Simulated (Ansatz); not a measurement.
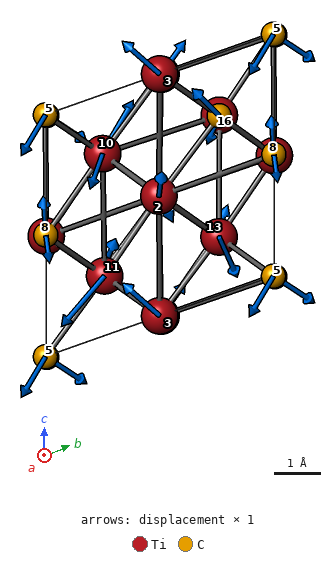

This is a relaxation of a crystal of TiC (a generated structure, set up in P1) (coarse preliminary run). The starting structure is drawn; blue arrows show the displacements (the part carried along by the change of the cell is left out), at their true length.

A ball-and-stick model of the cell of the calculation, reduced to other axes, seen along the a axis. Lengths and directions refer to the drawn axes.

Case: C and Ti exchanged on 4 pairs of sites drawn at random in a supercell of the crystal.

Computed with DFT PBE, scalar-relativistic, plane waves, PAW (Ansatz). Set-up: plane-wave cutoff 420 eV; k-point mesh 3 × 3 × 3; occupations gaussian; smearing width 0.1 eV; no spin polarisation; cell and atoms relaxed; force threshold 0.04 eV/Å; at most 50 steps.

**Describe the change and its energy.**

Over 27 accepted moves (31 points after the start) the energy falls by 33.841 eV per cell of the calculation. Largest force component: 4.6 eV/Å at the start, 0.015 eV/Å at the end. Pressure: 20.87 GPa at the start and 0.02 GPa at the end. The line search rejected the trial steps at points 18, 22 of the run. The SCF was repeated twice at an unchanged geometry on a basis and grid sized afresh for the cell, which shifted the energy by 0.833 eV per cell of the calculation at most. The atom that moves furthest relative to the cell is a Ti atom (1.53 Å along [1 −1 −1]). Largest moves by element: Ti 1.53 Å, C 1.47 Å. Cell: a 6.128 → 5.412 Å (−11.7 %), b 6.128 → 7.896 Å (+28.9 %), c 6.128 → 7.296 Å (+19.1 %), α 60.0° → 55.8°, β 60.0° → 52.3°, γ 60.0° → 47.1°. Volume +7.6 %. Near-neighbour distances that change, for instance: Ti–Ti 5.311 → 2.962 Å, Ti–Ti 2.157 → 4.392 Å, Ti–Ti 2.162 → 4.353 Å, C–Ti 4.321 → 2.266 Å. New bonds form, among them: C–C (2.12 → 1.48 Å), C–C (2.17 → 1.54 Å), C–C (2.18 → 1.53 Å), C–C (3.12 → 1.49 Å). Bonds break, among them: C–Ti (2.15 → 3.78 Å), C–Ti (2.18 → 3.27 Å), Ti–Ti (2.16 → 4.35 Å), Ti–Ti (2.16 → 4.39 Å). Bond angles that change, for instance: Ti–C–Ti 89.5° → 139.1°, Ti–C–Ti 91.3° → 136.7°, Ti–C–Ti 179.3° → 135.2°. The space group stays P1 (No. 1). Cost: 5.9 min on 4 threads of Intel(R) Xeon(R) Processor @ 2.50GHz (Skylake/Cascade Lake), on a shared host, peak memory 0.72 GiB.
